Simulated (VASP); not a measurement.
# A VASP study of CdS (Greenockite) (LDA): structure first, properties next, part 4 of 6

What structure does CdS (Greenockite) take at this level, and what are its properties? The start is a cell from a database of measured crystal structures.

VASP 6.6.1, plane waves and PAW; the level of theory is named at each step.

So far, gap on the k-mesh (eV): step 2 (relaxing cell and atoms (LDA)) 1.04; step 3 (second relaxation) 1.05; step 6 (total and projected DOS (LDA)) 1.05; step 7 (independent-particle dielectric function (LDA)) 1.05.

The database entry behind the starting cell differs from later determinations by our own check (about 0.35 % long), so it need not match the best structure at ambient conditions.

## 8. Bands along the symmetry lines (LDA + SOC)

This step: LDA, spin-orbit coupling; plane waves and PAW (Cd, S) (VASP 6.6.1).

Levels along the symmetry lines show where the bands peak and cross; KPOINTS_OPT computes them in the converged potential. Spin-orbit coupling needs spinors and the noncollinear program, where each band holds one electron.

INCAR reads:

```
SYSTEM = CdS
PREC = Accurate
ENCUT = 400
EDIFF = 1E-06
NELM = 100
ISMEAR = 0
SIGMA = 0.05
LREAL = .FALSE.
ALGO = Normal
GGA = CA
LNONCOLLINEAR = .TRUE.
MAGMOM = 0 0 0 0 0 0 0 0 0 0 0 0
NBANDS = 48
GGA_COMPAT = .FALSE.
LASPH = .TRUE.
LSORBIT = .TRUE.
LORBIT = 11
LWAVE = .FALSE.
LCHARG = .FALSE.
KPAR = 4
```

POSCAR reads:

```
CdS
1.0
    4.0760154983      0.0000000000      0.0000000000
   -2.0380077491      3.5299329677      0.0000000000
    0.0000000000      0.0000000000      6.6442264195
Cd S
2 2
Direct
    0.3333333333      0.6666666667      0.9995662760
    0.6666666667      0.3333333333      0.4995662760
    0.3333333333      0.6666666667      0.3754337240
    0.6666666667      0.3333333333      0.8754337240
```

KPOINTS reads:

```
Automatic mesh
0
Gamma
5 5 3
0 0 0
```

KPOINTS_OPT reads:

```
Line mode
16
Line-mode
Reciprocal
  0.00000000   0.00000000   0.00000000 GAMMA
  0.50000000   0.00000000   0.00000000 M

  0.50000000   0.00000000   0.00000000 M
  0.33333333   0.33333333   0.00000000 K

  0.33333333   0.33333333   0.00000000 K
  0.00000000   0.00000000   0.00000000 GAMMA

  0.00000000   0.00000000   0.00000000 GAMMA
  0.00000000   0.00000000   0.50000000 A

  0.00000000   0.00000000   0.50000000 A
  0.50000000   0.00000000   0.50000000 L

  0.50000000   0.00000000   0.50000000 L
  0.33333333   0.33333333   0.50000000 H

  0.33333333   0.33333333   0.50000000 H
  0.00000000   0.00000000   0.50000000 A

  0.50000000   0.00000000   0.50000000 L
  0.50000000   0.00000000   0.00000000 M

  0.33333333   0.33333333   0.00000000 K
  0.33333333   0.33333333   0.50000000 H
```

PAW data sets: Cd and S (LDA family, release 64).

Launch:

```sh
mpirun -np 4 vasp_ncl
```

The log of the run:

```text
[... set-up lines as in an earlier step ...]
 entering main loop
       N       E                     dE             d eps       ncg     rms          rms(c)
DAV:   1     0.228125760371E+03    0.22813E+03   -0.15201E+04  1456   0.113E+03
DAV:   2    -0.188448726504E+01   -0.23001E+03   -0.22339E+03  1608   0.325E+02
DAV:   3    -0.157188811688E+02   -0.13834E+02   -0.13754E+02  1688   0.803E+01
DAV:   4    -0.158950576469E+02   -0.17618E+00   -0.17598E+00  1648   0.863E+00
DAV:   5    -0.158982353585E+02   -0.31777E-02   -0.31773E-02  1712   0.112E+00    0.127E+01
DAV:   6    -0.149099165078E+02    0.98832E+00   -0.19315E+00  1816   0.161E+01    0.957E+00
DAV:   7    -0.148836766115E+02    0.26240E-01   -0.86593E-01  1608   0.540E+00    0.371E+00
DAV:   8    -0.148665570566E+02    0.17120E-01   -0.15539E-01  1720   0.403E+00    0.789E-01
DAV:   9    -0.148643470002E+02    0.22101E-02   -0.15005E-02  1672   0.159E+00    0.328E-01
DAV:  10    -0.148644990412E+02   -0.15204E-03   -0.19913E-03  1584   0.364E-01    0.121E-01
DAV:  11    -0.148643963251E+02    0.10272E-03   -0.25316E-04  1688   0.188E-01    0.766E-02
DAV:  12    -0.148643851123E+02    0.11213E-04   -0.18780E-04  1592   0.974E-02    0.818E-02
DAV:  13    -0.148643842107E+02    0.90161E-06   -0.13411E-05  1688   0.309E-02    0.308E-02
DAV:  14    -0.148643848945E+02   -0.68385E-06   -0.55853E-07   984   0.439E-03
   1 F= -.14864385E+02 E0= -.14864385E+02  d E =-.276792E-15  mag=    -0.0000    -0.0000     0.0000
 Start KPOINTS_OPT (optional k-point list driver)
k-point batch [1-15\144]
       N       E                     dE             ncg
DAV:   1     0.114092408431E+04   -0.42919E+04     1440
DAV:   2    -0.232340601825E+04   -0.34643E+04     1624
DAV:   3    -0.252557435060E+04   -0.20217E+03     1704
DAV:   4    -0.252824534173E+04   -0.26710E+01     1672
DAV:   5    -0.252830241005E+04   -0.57068E-01     1736
DAV:   6    -0.252830373547E+04   -0.13254E-02     1696
DAV:   7    -0.252830377776E+04   -0.42293E-04     1744
DAV:   8    -0.252830377949E+04   -0.17322E-05     1272
DAV:   9    -0.252830377959E+04   -0.99094E-07     1056
[...]
k-point batch [136-144\144]
       N       E                     dE             ncg
DAV:   1     0.662273298727E+04   -0.88527E+04      864
DAV:   2     0.464265021083E+04   -0.19801E+04      936
DAV:   3     0.453199938587E+04   -0.11065E+03     1048
DAV:   4     0.453080508051E+04   -0.11943E+01      928
DAV:   5     0.453078746156E+04   -0.17619E-01      960
DAV:   6     0.453078706088E+04   -0.40068E-03      976
DAV:   7     0.453078705097E+04   -0.99095E-05      976
DAV:   8     0.453078705074E+04   -0.23744E-06      648
```

Elapsed: 71 s, on 4 MPI ranks of Intel Xeon 6975P-C (Granite Rapids), shared host; peak memory 1.4 GiB.

From OUTCAR (step 8):

```text
   k-points           NKPTS =     15   k-points in BZ     NKDIM =     15   number of bands    NBANDS=     48

   NELECT =      36.0000    total number of electrons

 E-fermi :   1.7458

 k-point     1 :       0.0000    0.0000    0.0000
  band No.  band energies     occupation
    ...
     32       1.3966      1.00000
     33       1.4630      1.00000
     34       1.4630      1.00000
     35       1.4815      1.00000
     36       1.4815      1.00000
     37       2.5134      0.00000
     38       2.5134      0.00000
     39       4.0938      0.00000
     40       4.0938      0.00000
     41       7.5240      0.00000
    ...

  Total        0.0061631      0.0061631     -0.0198856      0.0000000     -0.0000000      0.0000000
  in kB        0.1032913      0.1032913     -0.3332756      0.0000000     -0.0000000      0.0000000
  external PRESSURE =      -0.0422310 kB  Pullay stress =       0.0000000 kB

 POSITION                                       TOTAL-FORCE (eV/Angst)
 -----------------------------------------------------------------------------------
     -0.00000      2.35329      6.64134         0.000000     -0.000000     -0.000116
      2.03801      1.17664      3.31923        -0.000000     -0.000000     -0.000116
     -0.00000      2.35329      2.49447        -0.000000     -0.000000      0.000116
      2.03801      1.17664      5.81658         0.000000      0.000000      0.000116
 -----------------------------------------------------------------------------------
    total drift:                               -0.000000      0.000000      0.000215

  FREE ENERGIE OF THE ION-ELECTRON SYSTEM (eV)
  ---------------------------------------------------
  free  energy   TOTEN  =       -14.8643848945 eV

  energy  without entropy=      -14.8643848945  energy(sigma->0) =      -14.86438489

 Spin-Orbit-Coupling matrix elements
 Ion:    1  E_soc:     -0.0610672
 Ion:    2  E_soc:     -0.0610672
 Ion:    3  E_soc:     -0.0022248
 Ion:    4  E_soc:     -0.0022248

 magnetization (x)
# of ion       s       p       d       tot
------------------------------------------
    1       -0.000  -0.000   0.000  -0.000
    2        0.000   0.000   0.000   0.000
    3        0.000   0.000   0.000   0.000
    4       -0.000   0.000   0.000  -0.000
--------------------------------------------------
tot         -0.000   0.000   0.000  -0.000

 magnetization (y)
# of ion       s       p       d       tot
------------------------------------------
    1        0.000   0.000  -0.000  -0.000
    2        0.000   0.000   0.000   0.000
    3        0.000   0.000   0.000   0.000
    4        0.000   0.000   0.000   0.000
--------------------------------------------------
tot          0.000   0.000  -0.000  -0.000

 magnetization (z)
# of ion       s       p       d       tot
------------------------------------------
    1        0.000  -0.000   0.000  -0.000
    2        0.000  -0.000  -0.000  -0.000
    3        0.000   0.000   0.000   0.000
    4       -0.000   0.000   0.000  -0.000
--------------------------------------------------
tot          0.000  -0.000   0.000  -0.000

[... 7 parts as in an earlier step ...]

[... 9 further parts left out ...]
```

LASPH is switched on together with spin-orbit coupling, so the change from the scalar run holds both.

This step gave:

```
SCF cycles                        : 14
bands                             : 48
irreducible k-points              : 15
free energy (TOTEN)               : -14.86 eV
Fermi energy                      : 1.746 eV
pressure                          : -0.004223 GPa
least gap on mesh and path        : 1.031 eV
least direct gap on mesh and path : 1.032 eV
```

On-site spin-orbit energy by atom:

```
atom  on-site spin-orbit energy (eV)
 Cd1                         -0.0611
 Cd2                         -0.0611
  S3                         -0.0022
  S4                         -0.0022
```

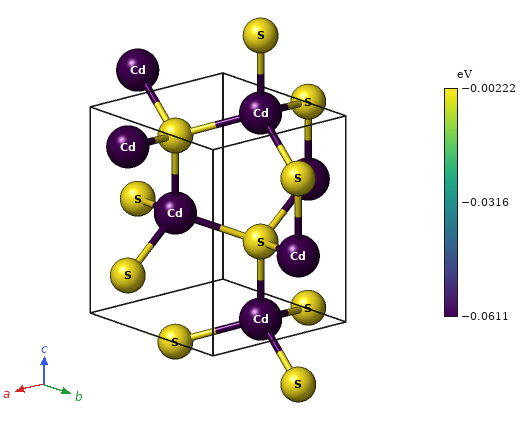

Atoms coloured by on-site spin-orbit energy. Some periodic images of atoms are drawn too.

Electronic bands along the path, in eV, zero at the valence-band top; v1 is the highest filled band, c1 the lowest empty one:

```
    point     v4     v3     v2     v1    c1    c2    c3    c4
        Γ  -0.02  -0.02   0.00   0.00  1.03  1.03  2.61  2.61
        M  -1.47  -1.47  -0.85  -0.85  3.59  3.59  3.65  3.65
        K  -2.06  -2.02  -1.83  -1.83  4.29  4.29  5.07  5.11
        Γ  -0.02  -0.02   0.00   0.00  1.03  1.03  2.61  2.61
        A  -0.43  -0.43  -0.43  -0.43  2.71  2.71  2.71  2.71
        L  -1.48  -1.48  -1.48  -1.48  3.24  3.24  3.24  3.24
        H  -1.27  -1.27  -1.26  -1.26  4.22  4.22  4.27  4.27
        A  -0.43  -0.43  -0.43  -0.43  2.71  2.71  2.71  2.71
jump to L  -1.48  -1.48  -1.48  -1.48  3.24  3.24  3.24  3.24
        M  -1.47  -1.47  -0.85  -0.85  3.59  3.59  3.65  3.65
jump to K  -2.06  -2.02  -1.83  -1.83  4.29  4.29  5.07  5.11
        H  -1.27  -1.27  -1.26  -1.26  4.22  4.22  4.27  4.27
```

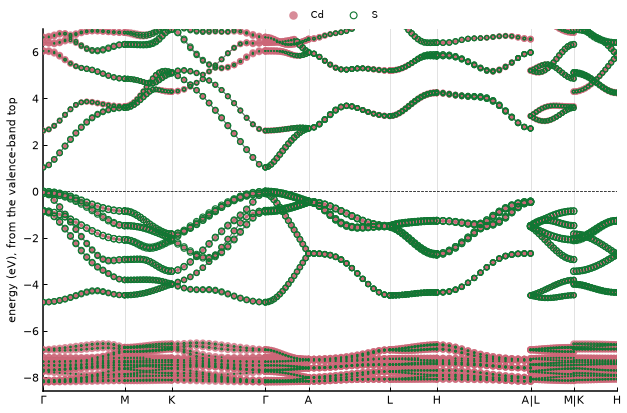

Electronic bands along the path; dots are coloured as in the legend, and their area grows with the weight.

The gap moves by -0.02 eV against LDA, which ran on another mesh.

## 9. A semilocal run for the hybrid's start

This step: LDA; plane waves and PAW (Cd, S) (VASP 6.6.1).

A hybrid converges badly from random orbitals, so a cheap semilocal run writes a WAVECAR on the same mesh first.

INCAR reads:

```
SYSTEM = CdS
PREC = Accurate
ENCUT = 400
EDIFF = 1E-05
NELM = 100
ISMEAR = 0
SIGMA = 0.05
LREAL = .FALSE.
ALGO = Normal
GGA = CA
NBANDS = 24
LORBIT = 11
LWAVE = .TRUE.
LCHARG = .FALSE.
KPAR = 4
```

POSCAR is that of step 8.

KPOINTS reads:

```
Automatic mesh
0
Gamma
4 4 2
0 0 0
```

Launch:

```sh
mpirun -np 4 vasp_std
```

The log of the run:

```text
[... set-up lines as in an earlier step ...]
 entering main loop
       N       E                     dE             d eps       ncg     rms          rms(c)
DAV:   1     0.219085729401E+03    0.21909E+03   -0.15591E+04   392   0.113E+03
DAV:   2    -0.509863573181E+01   -0.22418E+03   -0.21788E+03   448   0.315E+02
DAV:   3    -0.157215303760E+02   -0.10623E+02   -0.10595E+02   464   0.718E+01
DAV:   4    -0.158168102140E+02   -0.95280E-01   -0.95234E-01   456   0.664E+00
DAV:   5    -0.158184573821E+02   -0.16472E-02   -0.16470E-02   472   0.828E-01    0.125E+01
DAV:   6    -0.148224470387E+02    0.99601E+00   -0.20124E+00   504   0.159E+01    0.951E+00
DAV:   7    -0.147876965676E+02    0.34750E-01   -0.78355E-01   424   0.504E+00    0.365E+00
DAV:   8    -0.147728556604E+02    0.14841E-01   -0.13251E-01   464   0.370E+00    0.579E-01
DAV:   9    -0.147711799394E+02    0.16757E-02   -0.20410E-02   512   0.189E+00    0.169E-01
DAV:  10    -0.147708932210E+02    0.28672E-03   -0.12243E-03   504   0.405E-01    0.807E-02
DAV:  11    -0.147709050001E+02   -0.11779E-04   -0.11548E-04   480   0.681E-02    0.907E-02
DAV:  12    -0.147709078905E+02   -0.28904E-05   -0.92327E-06   336   0.152E-02
   1 F= -.14770908E+02 E0= -.14770908E+02  d E =-.685568E-16
 writing wavefunctions
```

Elapsed: 2.2 s, on 4 MPI ranks; peak memory 0.59 GiB.

Parts of OUTCAR (step 9):

```text
   k-points           NKPTS =      8   k-points in BZ     NKDIM =      8   number of bands    NBANDS=     24

   NELECT =      36.0000    total number of electrons

 E-fermi :   1.7518

 k-point     1 :       0.0000    0.0000    0.0000
  band No.  band energies     occupation
    ...
     14       0.6396      2.00000
     15       0.6396      2.00000
     16       1.4107      2.00000
     17       1.4740      2.00000
     18       1.4740      2.00000
     19       2.5149      0.00000
     20       4.0943      0.00000
     21       7.7518      0.00000
     22       7.7518      0.00000
     23       8.0340      0.00000
    ...

  Total        0.2146224      0.2146224      0.0415101      0.0000000      0.0000000      0.0000000
  in kB        3.5969883      3.5969883      0.6956925      0.0000000      0.0000000      0.0000000
  external PRESSURE =       2.6298897 kB  Pullay stress =       0.0000000 kB

 POSITION                                       TOTAL-FORCE (eV/Angst)
 -----------------------------------------------------------------------------------
     -0.00000      2.35329      6.64134        -0.000000      0.000000      0.011395
      2.03801      1.17664      3.31923         0.000000     -0.000000      0.011395
     -0.00000      2.35329      2.49447         0.000000     -0.000000     -0.011395
      2.03801      1.17664      5.81658        -0.000000      0.000000     -0.011395
 -----------------------------------------------------------------------------------
    total drift:                               -0.000000      0.000000      0.000247

  FREE ENERGIE OF THE ION-ELECTRON SYSTEM (eV)
  ---------------------------------------------------
  free  energy   TOTEN  =       -14.7709078905 eV

  energy  without entropy=      -14.7709078905  energy(sigma->0) =      -14.77090789

[... 7 parts as in an earlier step ...]

[... 9 further parts left out ...]
```

A gap read on the k-mesh alone can miss the band edges.

This step gave:

```
SCF cycles                     : 12
bands                          : 24
irreducible k-points           : 8
free energy (TOTEN)            : -14.77 eV
Fermi energy                   : 1.752 eV
pressure                       : 0.2630 GPa
gap on the k-mesh              : 1.041 eV
least direct gap on the k-mesh : 1.041 eV
```

(Part 4 of 6 ends here.)

[Lines on the potential files, build, host, timing and source positions are cut from VASP's logs without a mark.]

[Logs are printed without paths, hosts, clocks, repeated set-up lines and the standing remarks that a program may print on its own settings, such as how far it seeks lower states.]

[Hosts, paths, dates, database ids (printed as entryN), source tags and the programs' standing remarks are cut or masked in the printed files.]

[A measured line is paired with the nearest computed mode of its activity, which favours agreement.]
